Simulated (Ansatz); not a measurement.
# NaCl: band-structure calculation

System: NaCl (Cmcm, 4 atoms in the cell).
Method: DFT, PBE, plane waves, PAW, no spin polarisation (Ansatz 0.2.0).

The structure was built on a prototype by a generator. The geometry comes from this level: r2SCAN (a point of a series of strains). It belongs to a series of runs on one base structure; here: uniaxial_x strain +2.5%. Figures and captions count atoms from 1; the log counts them from 0 in places.

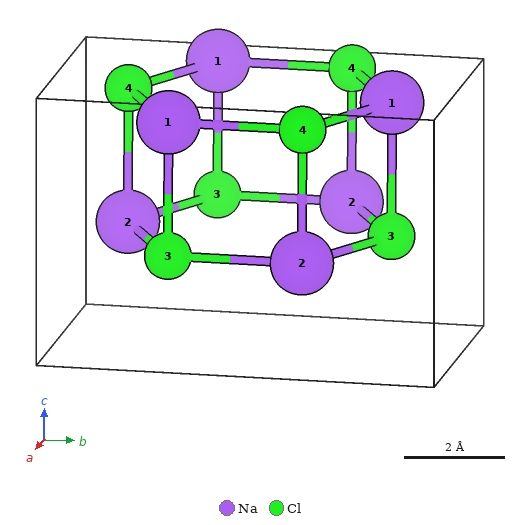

Figure 1. The structure as given in the input (ball-and-stick view of the cell 2 times as large as that of the calculation, set on its symmetry axes, seen slightly off an axis; atoms are numbered from 1 in the order of the input). Near neighbours in the crystal (not all of them lie inside the picture): Na has 5 Cl at 2.76 to 2.78 Å; Cl has 5 Na at 2.76 to 2.78 Å.

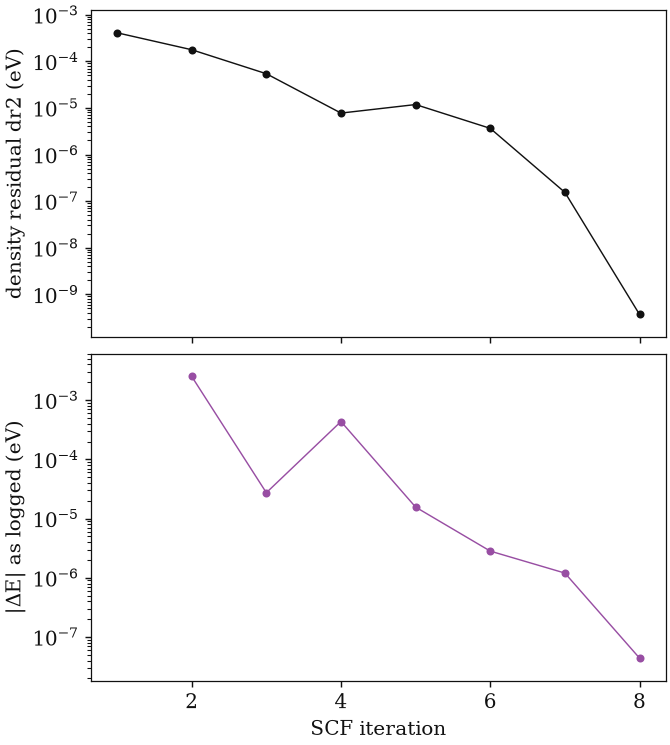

Figure 2. Convergence of the self-consistent field: density residual dr2 and size of the energy change against the SCF iteration. The residual falls almost steadily, with no more than small rises.

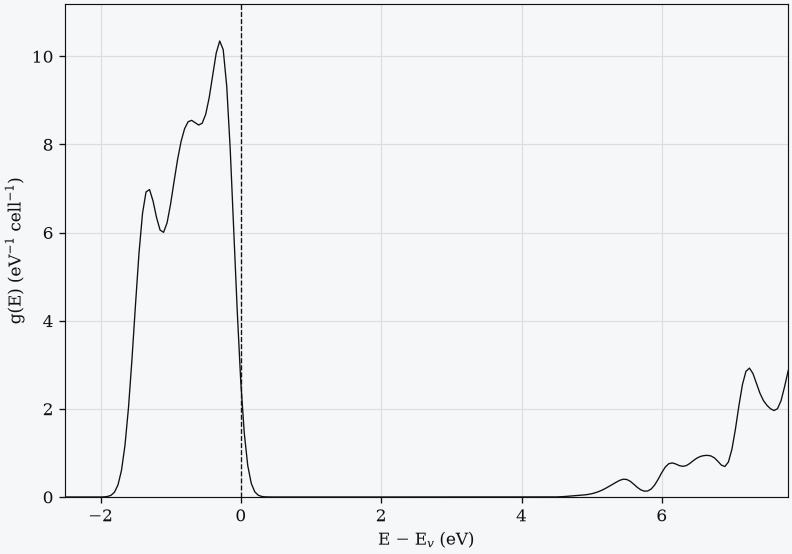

Figure 3. Density of states (the curve is built from the levels of the k mesh with Gaussians 0.3 eV wide, which also blur the band edges), with energies from the valence-band top. There is a gap of 4.79 eV on the k-point mesh. Small ripples come from the finite k-point mesh.

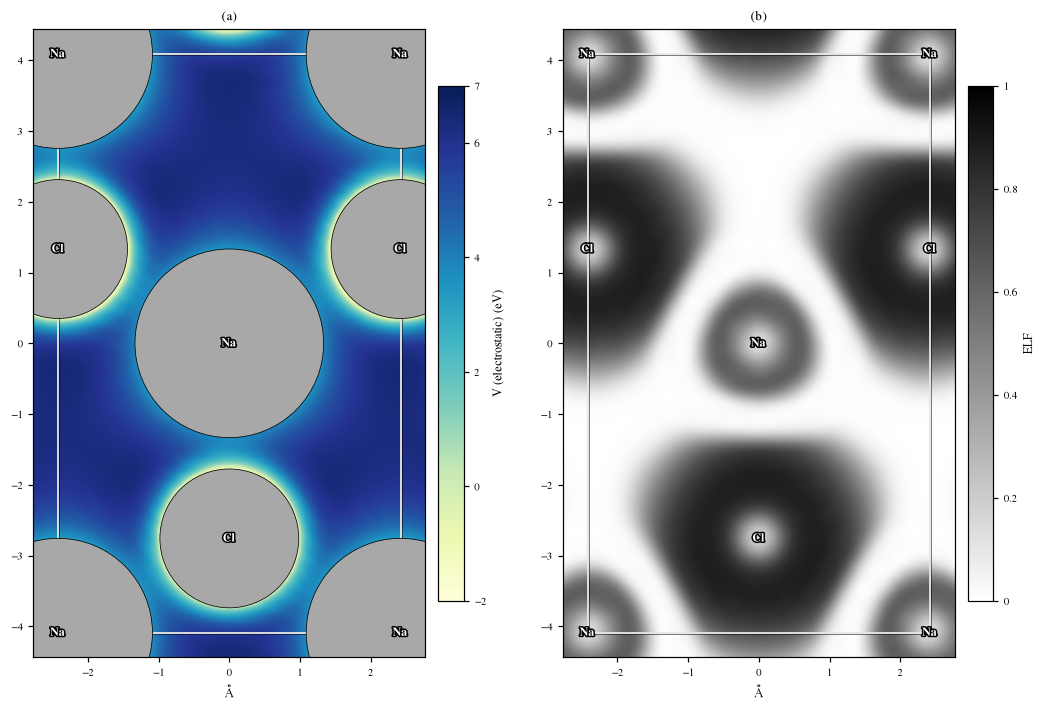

Figure 4. (a) electrostatic potential (local pseudopotential plus Hartree) felt by an electron; (b) ELF on the (001) plane of the conventional cell. Grey discs, where drawn, cover atomic cores. Atoms in the plane: Na and Cl. The strong features right at Na lie inside the PAW spheres (semicore, d or f shells) and say nothing about bonding. Outside the cores the potential energy rises away from the atoms and is highest about 1.8 Å from the nearest atoms; outside the discs it spans about 8 eV, and its zero is arbitrary. The fields are those of the smooth PAW valence density.

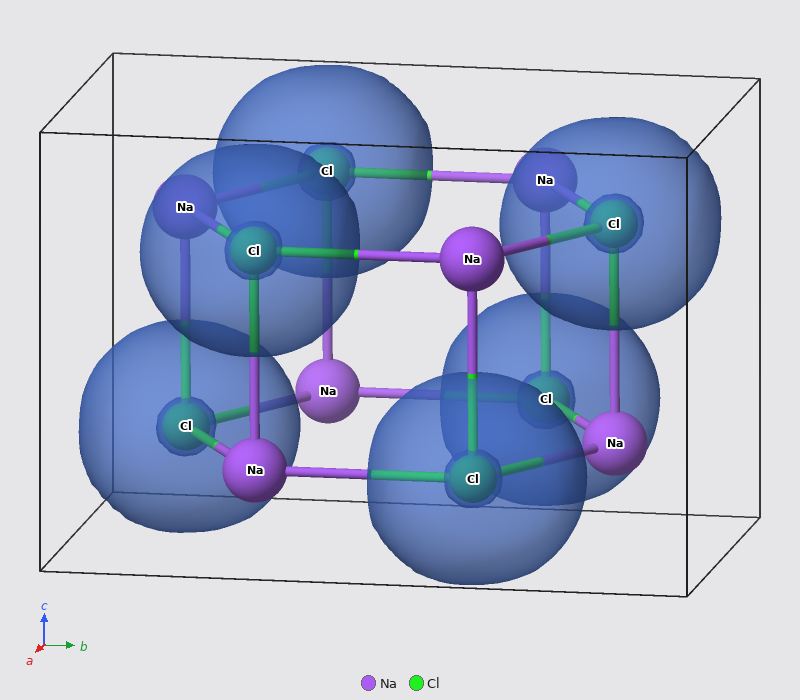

Figure 5. Isosurface of the electron localisation function at 0.65 (blue), seen slightly off an axis. Only the valence region is drawn (cores and ρ < 0.01 e/Å³ removed). Sticks mark near contacts. The outline is the cell set on symmetry axes. Along the contacts the grid gives the following. Na–Cl (2.76 Å): the ELF is about 0.45 at the midpoint, as expected for ionic bonding with no shared pair.

The input and output of the run follow.

Input file:
```yaml
crystal:
  lattice:
    - [4.8391021842, 0.0, 0.0]
    - [-2.4195510921, 4.0885711444, 0.0]
    - [0.0, 0.0, 5.569482791]
  atoms:
    - { symbol: Na, position: [0.3322277494, 0.6644554989, -0.0625] }
    - { symbol: Na, position: [0.6677722506, 0.3355445011, 0.4375] }
    - { symbol: Cl, position: [0.3306778038, 0.6613556076, 0.4375] }
    - { symbol: Cl, position: [0.6693221962, 0.3386443924, 0.9375] }
kpoints:
  mp_grid: { grid: [6, 6, 6] }
  band_path:
    path:
      - [0.0, 0.0, 0.0]
      - [0.5, 0.0, 0.0]
      - [0.3333333333, 0.3333333333, 0.0]
      - [0.0, 0.0, 0.5]
      - [0.5, 0.0, 0.5]
      - [0.3333333333, 0.3333333333, 0.5]
    npoints: 1
hamiltonian:
  xc: pbe
scf:
  occupations: { method: fermi_dirac, width: 0.02 }
  n_extra_bands: 5
output:
  forces: true
  stress: true
  eigenvalues: true
  write_density: true
  write_potential: true
  elf: true
  volumetric_format: npy
```

Launched with:
```bash
ansatz run input.yaml --threads 2 --pin off --max-ram 2211MiB --backend cpu --events-out ev --progress --plain --runs-dir out
```

What the program printed:
```
scf.n_extra_bands = 5 over 16 filled bands (N_el = 32.0): the run solves 21 bands
Engine: ansatz 0.2.0, x86_64-unknown-linux-gnu
Pseudopotentials: kind: paw
Pseudopotential: Na, paw, valence charge 9, recommended cutoff 420 eV (normal), Na.paw.azcp
Pseudopotential: Cl, paw, valence charge 7, recommended cutoff 420 eV (normal), Cl.paw.azcp
Functional definition: PBE
  parameter kappa = 0.804
  parameter beta = 0.06672455060314922
  exchange = pbe_x(kappa = kappa, mu = beta*pi^2/3)
  correlation = pbe_c(beta = beta)
Crystal: 4 atoms, lattice volume = 110.192 Å³
Basis set: ecut = 420 eV, 2135 PW (Γ), exchange–correlation on 72×64×80 points (8 copies of the dense FFT grid, shifted against one another)
Bands: 21, of which v1, the nominal top of the filled ones, is band 16 counted from 1 (15 counted from 0)
Symmetry: 8 space group operations
Space group: Cmcm (ITA 63), of the structure as read, at distance tolerance 4.8e-5 Å
k-points: 52 of 216
Non-local potential: Na, projectors of the file, l = 0: 3, l = 1: 2, l = 2: 1
Non-local potential: Cl, projectors of the file, l = 0: 2, l = 1: 2, l = 2: 2
PAW form: soft (Blöchl's): semilocal exchange-correlation on the pseudo side does not see the compensation charge
PAW one-centre angular grid: Na, 110 points (default); XC on 64 Gauss nodes
PAW one-centre angular grid: Cl, 110 points (default); XC on 64 Gauss nodes
Initial density: superposition of atomic densities (neutral atoms: chi_scale 0, normalization atom), corrected by the library's trained network
Initial wavefunctions: pseudopotential atomic-orbital guess
Functional: x = pbe(κ = 0.804, μ = 0.2195149727645171), c = pbe(β = 0.06672455060314922)
SCF iter   1: F=—  HF=-5138.984220 eV  |F-HF|=—  |Δ(HF+E_count)|=         —  Δρ=6.18e-4  dr2=4.09e-4  ethr=1.77e-3  ⟨swp⟩=6.2  Hψ=5003  notcnv=0
preconditioner: auto → Resta (q_TF=auto, 2.220 Å⁻¹)  ε∞=1.9  [insulator: Δε(μ)=4.792 eV  Ē_g=19.566 eV  σ=0.020 eV  W_gap=1.00  n_scr=20 (ndim 8)  ℏωp=18.7 eV  f_vac=0.219  D(μ)=0.00/eV (n_scr^D=0)  ε∞_Penn≈1.9]
SCF iter   2: F=—  HF=-5138.981705 eV  |F-HF|=—  |Δ(HF+E_count)|=   2.51e-3  Δρ=4.01e-4  dr2=1.77e-4  ethr=1.28e-6  ⟨swp⟩=2.9  Hψ=2621  notcnv=0  defer=17
SCF iter   3: F=—  HF=-5138.981678 eV  |F-HF|=—  |Δ(HF+E_count)|=   2.73e-5  Δρ=2.20e-4  dr2=5.41e-5  ethr=5.55e-7  ⟨swp⟩=2.2  Hψ=1437  notcnv=0  defer=17
SCF iter   4: F=—  HF=-5138.982112 eV  |F-HF|=—  |Δ(HF+E_count)|=   4.35e-4  Δρ=6.96e-5  dr2=7.74e-6  ethr=1.69e-7  ⟨swp⟩=2.1  Hψ=1593  notcnv=0  defer=17
SCF iter   5: F=—  HF=-5138.982128 eV  |F-HF|=—  |Δ(HF+E_count)|=   1.56e-5  Δρ=1.07e-4  dr2=1.18e-5  ethr=2.42e-8  ⟨swp⟩=2.0  Hψ=1456  notcnv=0  defer=17
SCF iter   6: F=—  HF=-5138.982125 eV  |F-HF|=—  |Δ(HF+E_count)|=   2.82e-6  Δρ=6.00e-5  dr2=3.64e-6  ethr=2.42e-8  ⟨swp⟩=2.3  Hψ=1382  notcnv=0  defer=17
SCF iter   7: F=—  HF=-5138.982124 eV  |F-HF|=—  |Δ(HF+E_count)|=   1.20e-6  Δρ=1.17e-5  dr2=1.54e-7  ethr=1.14e-8  ⟨swp⟩=2.4  Hψ=1524  notcnv=0  defer=17
SCF iter   8: F=-5138.982124 eV  HF=-5138.982124 eV  |F-HF|=8.28e-11  |Δ(HF+E_count)|=   4.40e-8  Δρ=6.80e-7  dr2=3.70e-10  ethr=3.13e-10  ⟨swp⟩=11.4  Hψ=6720  notcnv=0
SCF 1 converged in 8 iterations: F = -5138.982124 eV  dr2 = 3.70e-10
  greatest PAW one-centre occupation: 0.999 electrons in one spin orbital (limit 2), on the Na atom at site 1 (counted from 0), in its partial waves of l = 0
NSCF: frozen V_eff on 6 k-points
SCF converged after 8 iterations
Free energy (F): -5138.982124 eV
Harris-Foulkes:  -5138.982124 eV  (|F-HF|=8.28e-11)
Internal energy: -5138.982124 eV  (E = F + TS)
E sigma→0 (E₀):  -5138.982124 eV
Fermi energy:    2.079924 eV
--- Per-component energies (eV) ---
  E_band       = -514.800702
  E_kinetic    = 565.762660
  E_local      = -3446.115427  (includes V_loc(G=0)·N_el)
  E_nonlocal   = 287.157887
  E_hartree    = 1249.156205
  E_xc         = -293.908336
  E_vxc        = -346.363267  (∫ρ·V_xc dr)
  E_paw        = -1845.084561  (= ΣΔE_a)
  E_vpaw       = -73.554452  (= ΣTr[D̂ρ^β])
  E_aug_tail   = 0.000136  (compensation charges beyond the density's cutoff)
  E_ewald      = -1655.950687
  E_smearing   = -0.000000  (= −TS)
  E_closure    = -0.000000  (closes the sum)
  Σ components = -5138.982124   (vs F -5138.982124, Δ=0.00e0)
--- Forces (eV/Å), atoms counted from 1 ---
  atom   1  Na    -0.00000000    -0.00421368     0.00000000
  atom   2  Na     0.00000000     0.00421368     0.00000000
  atom   3  Cl    -0.00000000    -0.00204386     0.00000000
  atom   4  Cl     0.00000000     0.00204386     0.00000000
  max |Σ_I F_I| component: 7.05e-18 eV/Å
--- Stress (GPa, compression-positive) ---
        0.117922       0.000000       0.000000
        0.000000       0.220058       0.000000
        0.000000       0.000000       0.717567
  P = ⅓ Tr σ = 0.3518 GPa (3.518 kbar)
--- Band table (eV; the first three rows and the last of 52) ---
  k-point 0: bands = ["-49.2913", "-49.2903", "-21.2183", "-21.2161", "-21.2146", "-21.2110", "-21.2086", "-21.1962", "-12.8165", "-12.4787", "-1.7281", "-1.0950", "-1.0411", "-0.6064", "-0.6018", "-0.3185", "4.4750", "7.2822", "9.2267", "9.5042", "10.4090"]
  k-point 1: bands = ["-49.2912", "-49.2903", "-21.2178", "-21.2155", "-21.2140", "-21.2114", "-21.2091", "-21.1980", "-12.7904", "-12.4974", "-1.6827", "-1.0643", "-1.0132", "-0.6412", "-0.6327", "-0.4873", "4.7444", "7.2689", "9.0751", "9.3048", "10.2611"]
  k-point 2: bands = ["-49.2910", "-49.2905", "-21.2164", "-21.2142", "-21.2129", "-21.2118", "-21.2104", "-21.2027", "-12.7213", "-12.5518", "-1.5310", "-0.9789", "-0.9364", "-0.8653", "-0.7348", "-0.7159", "5.4193", "6.9759", "8.9911", "9.1690", "9.6506"]
  k-point 51: bands = ["-49.2907", "-49.2907", "-21.2252", "-21.2252", "-21.2152", "-21.2152", "-21.2005", "-21.2005", "-12.5833", "-12.5833", "-1.8023", "-1.8023", "-1.0253", "-1.0253", "-0.4818", "-0.4818", "7.2208", "7.2208", "8.9642", "8.9642", "9.7299"]
```

File bands.tsv:
```
# k_distance	band_0	band_1	band_2	band_3	band_4	band_5	band_6	band_7	band_8	band_9	band_10	band_11	band_12	band_13	band_14	band_15	band_16	band_17	band_18	band_19	band_20
# fermi_ev = 2.079924
# lock_threshold_ev = 1e-6
# [0, 0, 0] at k_distance = 0.000000
# [0.5, 0, 0] at k_distance = 0.754372
# [0.3333333333, 0.3333333333, 0] at k_distance = 1.195318
# [0, 0, 0.5] at k_distance = 2.242177
# [0.5, 0, 0.5] at k_distance = 2.996549
# [0.3333333333, 0.3333333333, 0.5] at k_distance = 3.437496
# levels_relative_to = fermi_ev
# free_energy_ev = -5138.982124
# largest_residual_norms_ev = 7.509e-4 8.574e-4 1.091e-3 1.023e-3 1.028e-3 9.990e-4 9.315e-4 1.010e-3 5.913e-4 6.616e-4 1.158e-3 1.494e-3 1.450e-3 1.483e-3 1.431e-3 1.452e-3 1.158e-3 5.881e-4 1.115e-3 1.513e-3 9.387e-4
0.000000	-51.371217	-51.370198	-23.298184	-23.295976	-23.294534	-23.290896	-23.288533	-23.276079	-14.896392	-14.558612	-3.808073	-3.174914	-3.121026	-2.686358	-2.681728	-2.398451	2.395108	5.202299	7.146771	7.424260	8.329056
0.754372	-51.370850	-51.370496	-23.300831	-23.299886	-23.295760	-23.289896	-23.288240	-23.281891	-14.738388	-14.628292	-3.636094	-3.343232	-3.337143	-3.134843	-2.893845	-2.587683	4.830733	5.093560	6.359292	6.465329	7.408736
1.195318	-51.370678	-51.370656	-23.301243	-23.298920	-23.298315	-23.289626	-23.285185	-23.284866	-14.677794	-14.676217	-3.674537	-3.269166	-3.241821	-3.114895	-3.109459	-2.679413	5.094682	5.926191	5.989718	6.000968	8.356362
2.242177	-51.370704	-51.370704	-23.294531	-23.294531	-23.292225	-23.292225	-23.287838	-23.287838	-14.712804	-14.712804	-3.331329	-3.331329	-2.938811	-2.938811	-2.907084	-2.907084	4.175980	4.175980	7.102086	7.102086	7.239068
2.996549	-51.370669	-51.370669	-23.305451	-23.305451	-23.294631	-23.294631	-23.280585	-23.280585	-14.663161	-14.663161	-3.925065	-3.925065	-2.993513	-2.993513	-2.623468	-2.623468	4.913687	4.913687	7.301856	7.301856	7.960209
3.437496	-51.370663	-51.370663	-23.306308	-23.306308	-23.295053	-23.295053	-23.280126	-23.280126	-14.656217	-14.656217	-3.876532	-3.876532	-3.224261	-3.224261	-2.510894	-2.510894	5.641931	5.641931	6.354255	6.354255	7.599743
```

File rho_z.tsv:
```
# z_ang	rho[e/angstrom^3]
# format = ansatz-planar-average/11
# lattice	4.839102184	0.000000000	0.000000000
# lattice	-2.419551092	4.088571144	0.000000000
# lattice	0.000000000	0.000000000	5.569482791
# sites	4
# site	11	0.000000000	2.716673580	-0.348092674
# site	11	2.419551092	1.371897565	2.436648721
# site	17	0.000000000	2.703999453	2.436648721
# site	17	2.419551092	1.384571691	5.221390117
0.000000	5.023749e-1
0.139237	3.262985e-1
0.278474	2.058200e-1
0.417711	1.360398e-1
0.556948	9.245128e-2
0.696185	6.490047e-2
0.835422	4.902554e-2
0.974659	4.178214e-2
1.113897	4.178214e-2
1.253134	4.902554e-2
1.392371	6.490047e-2
1.531608	9.245128e-2
1.670845	1.360398e-1
1.810082	2.058200e-1
1.949319	3.262985e-1
2.088556	5.023749e-1
2.227793	6.849410e-1
2.367030	8.003807e-1
2.506267	8.003807e-1
2.645504	6.849410e-1
2.784741	5.023749e-1
2.923978	3.262985e-1
3.063216	2.058200e-1
3.202453	1.360398e-1
3.341690	9.245128e-2
3.480927	6.490047e-2
3.620164	4.902554e-2
3.759401	4.178214e-2
3.898638	4.178214e-2
4.037875	4.902554e-2
4.177112	6.490047e-2
4.316349	9.245128e-2
4.455586	1.360398e-1
4.594823	2.058200e-1
4.734060	3.262985e-1
4.873297	5.023749e-1
5.012535	6.849410e-1
5.151772	8.003807e-1
5.291009	8.003807e-1
5.430246	6.849410e-1
```

File v_z.tsv:
```
# z_ang	v_es[eV]	v_tot[eV]
# format = ansatz-planar-average/11
# xc	pbe
# density_cutoff_ev	1680
# datasets	Na=:simpson_from_first_knot:soft	Cl=:simpson_from_first_knot:soft
# lattice	4.839102184	0.000000000	0.000000000
# lattice	-2.419551092	4.088571144	0.000000000
# lattice	0.000000000	0.000000000	5.569482791
# sites	4
# site	11	0.000000000	2.716673580	-0.348092674
# site	11	2.419551092	1.371897565	2.436648721
# site	17	0.000000000	2.703999453	2.436648721
# site	17	2.419551092	1.384571691	5.221390117
0.000000	-1.812043e0	-1.048410e1
0.139237	1.938261e-1	-7.839783e0
0.278474	2.111874e0	-5.153345e0
0.417711	3.613451e0	-2.892242e0
0.556948	4.576009e0	-1.199622e0
0.696185	5.134109e0	-1.321166e-1
0.835422	5.457809e0	4.616852e-1
0.974659	5.606193e0	7.265156e-1
1.113897	5.606193e0	7.265156e-1
1.253134	5.457809e0	4.616852e-1
1.392371	5.134109e0	-1.321166e-1
1.531608	4.576009e0	-1.199622e0
1.670845	3.613451e0	-2.892242e0
1.810082	2.111874e0	-5.153345e0
1.949319	1.938261e-1	-7.839783e0
2.088556	-1.812043e0	-1.048410e1
2.227793	-3.472823e0	-1.261554e1
2.367030	-4.413134e0	-1.379984e1
2.506267	-4.413134e0	-1.379984e1
2.645504	-3.472823e0	-1.261554e1
2.784741	-1.812043e0	-1.048410e1
2.923978	1.938261e-1	-7.839783e0
3.063216	2.111874e0	-5.153345e0
3.202453	3.613451e0	-2.892242e0
3.341690	4.576009e0	-1.199622e0
3.480927	5.134109e0	-1.321166e-1
3.620164	5.457809e0	4.616852e-1
3.759401	5.606193e0	7.265156e-1
3.898638	5.606193e0	7.265156e-1
4.037875	5.457809e0	4.616852e-1
4.177112	5.134109e0	-1.321166e-1
4.316349	4.576009e0	-1.199622e0
4.455586	3.613451e0	-2.892242e0
4.594823	2.111874e0	-5.153345e0
4.734060	1.938261e-1	-7.839783e0
4.873297	-1.812043e0	-1.048410e1
5.012535	-3.472823e0	-1.261554e1
5.151772	-4.413134e0	-1.379984e1
5.291009	-4.413134e0	-1.379984e1
5.430246	-3.472823e0	-1.261554e1
```

Summary:

| quantity | value |
| --- | --- |
| outcome | converged |
| space group (tolerance 0.01 Å) | Cmcm (63) |
| electrons treated | 32 |
| free energy | −5138.9821 eV |
| Fermi energy | 2.080 eV |
| gap on the k-point mesh | 4.79 eV |
| pressure | 0.35 GPa |
| largest force (length of the vector) | 0.004 eV/Å |
| hardware | 2 threads of an x86-64 CPU, shared host |
| wall time | 11 s (CPU time 19 s) |
| peak memory | 0.42 GiB |
